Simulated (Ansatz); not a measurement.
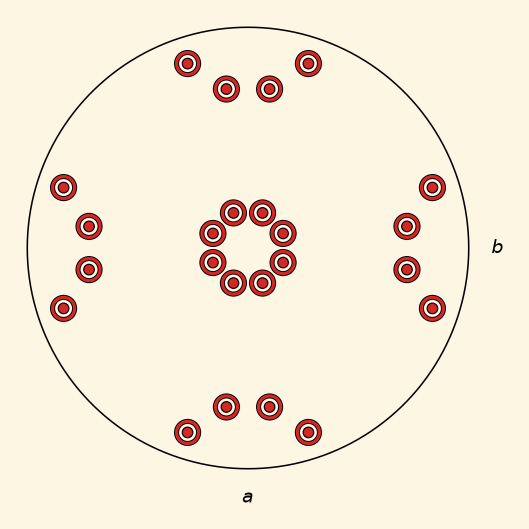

Stereographic projection: filled dots lie in the upper hemisphere, open rings in the lower. The c axis points at the viewer. The poles are all faces of one general form. Computed from the symmetry operations of a computed or model structure of composition SrF2.

Q: Name the crystal class.

A: m-3m (Oh), order 48, cubic system: three fourfold axes, four threefold axes, six twofold axes, nine mirror planes, an inversion centre.

Q: Which physical properties does it allow?

A: It is centrosymmetric, so neither piezoelectric nor pyroelectric; it is not chiral.
